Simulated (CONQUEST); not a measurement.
## A series of single points on Ti

System: Ti (Fm-3m, 2 atoms in the cell).
Method: Kohn-Sham DFT of a periodic cell, PBE, PseudoDojo NC PBE, no spin polarisation (CONQUEST 1.3).

The 7 runs differ only in the geometry, by an even scaling of the cell at fixed fractional positions. The structure derives from an entry of the Crystallography Open Database.

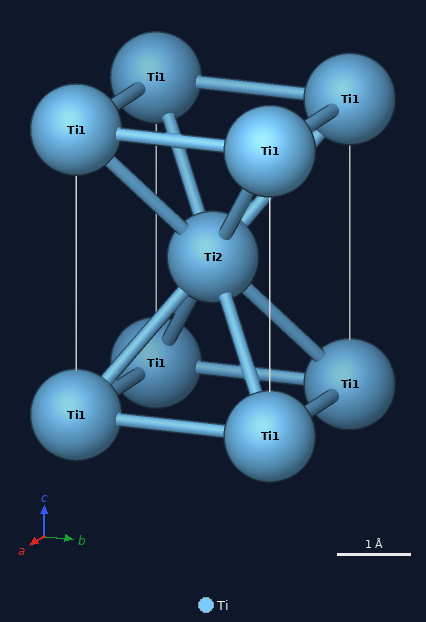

Figure 1. The structure of run 4 (ball-and-stick view of the cell of the calculation, seen at an oblique angle; atoms are numbered from 1 in the order of the input).

## Input of run 4
```
IO.Title Ti
IO.Coordinates coords.dat
IO.FractionalAtomicCoords T
IO.Iprint 2
IO.Iprint_init 1
General.NumberOfSpecies 1
General.PseudopotentialType hamann
AtomMove.TypeOfRun static
AtomMove.FullStress T
Grid.PointsAlongX 32
Grid.PointsAlongY 32
Grid.PointsAlongZ 48
DM.SolutionMethod diagon
Diag.MPMesh T
Diag.GammaCentred T
Diag.MPMeshX 8
Diag.MPMeshY 8
Diag.MPMeshZ 6
Diag.kT 0.00183747
minE.SCTolerance 1e-6
SC.MaxIters 100
IO.AtomChargeOutput T
%block ChemicalSpeciesLabel
1 47.880 Ti
%endblock
```

Command:
```bash
Conquest
```

Lattice vectors (Å) and fractional positions of run 4:
```
   2.870854    0.000000    0.000000
   0.000000    2.870854    0.000000
   0.000000    0.000000    4.060000
Ti  0.000000  0.000000  0.000000
Ti  0.500000  0.500000  0.500000
```

Run 3 has the same physical settings and fractional positions; its lattice vectors (Å) are:
```
   2.851585    0.000000    0.000000
   0.000000    2.851585    0.000000
   0.000000    0.000000    4.032751
```

## Results, with one run withheld

```tsv
run	volume per atom (Å³)	free energy per atom, from the lowest run given (meV)	pressure (GPa)
1	15.727	78.27	14.39
2	16.062	51.47	10.83
3	16.396	?	?
4	16.731	15.12	5.76
5	17.065	6.55	2.78
6	17.400	0.56	1.85
7	17.735	0.00	−1.21
```

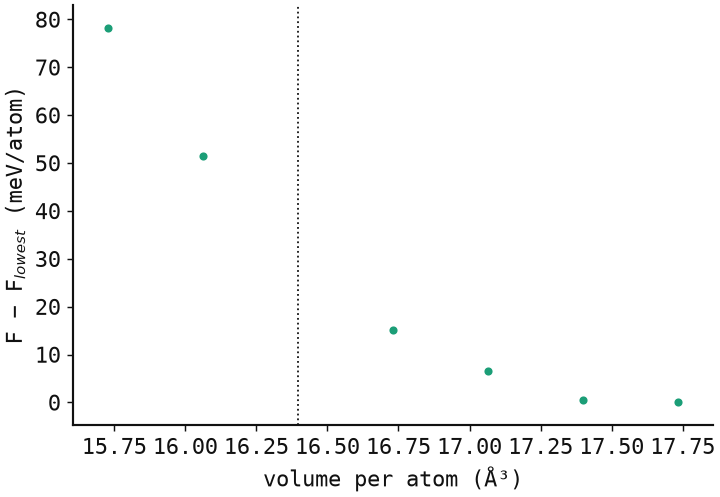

Figure 2. Free energy per atom of the runs given; the dotted line marks run 3.

Estimate the energy of run 3 from the others.

A cubic polynomial in V^(−2/3) (the Birch–Murnaghan form), fitted to the 6 runs given, misses them by at most 0.63 meV per atom. With x = V^(−2/3) − 0.15268 Å⁻², it reads F = 14.54 + 5795.2 x + 5.7355e+05 x² + 7.2144e+05 x³ (meV per atom). At run 3 it gives 30.61 meV per atom, and the run itself gives 31.11. The slope of the fit gives a pressure −dF/dV of 8.48 GPa there, and the run prints 8.77 GPa. The two needn't agree exactly: the fit is approximate, and the printed stress is taken on a finite basis. The fit has its minimum at 17.639 Å³ per atom, where V d²F/dV² gives 98.9 GPa: the bulk modulus at this level, since symmetry fixes the shape and the positions. So low a polynomial doesn't follow these energies more closely.

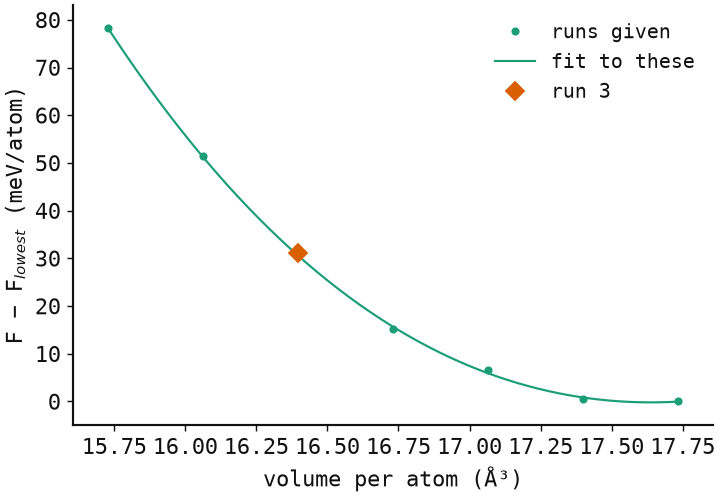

Figure 3. The fit and the withheld run.

## Some lines of the output (run 3)
```
[...]
          DFT Total Energy                 :      -118.677833489151823 Ha
          Free Energy (E-TS)               :      -118.692143475550793 Ha
          DFT Total Energy                 :      -118.690983771445588 Ha
          Free Energy (E-TS)               :      -118.692079829245969 Ha
          DFT Total Energy                 :      -118.691105097239799 Ha
          Free Energy (E-TS)               :      -118.692094650993781 Ha
          DFT Total Energy                 :      -118.691105698286904 Ha
          Free Energy (E-TS)               :      -118.692094665988748 Ha
          DFT Total Energy                 :      -118.691105807440010 Ha
          Free Energy (E-TS)               :      -118.692094437741659 Ha
          DFT Total Energy                 :      -118.691105592924600 Ha
      | Free Energy as E-TS      =      -118.692094437741659 Ha
      |* DFT total energy        =      -118.691105592924600 Ha
    force: Average pressure:      8.77236530 GPa
```

Notes: With a small basis of atomic orbitals these values can differ much from converged plane-wave results.
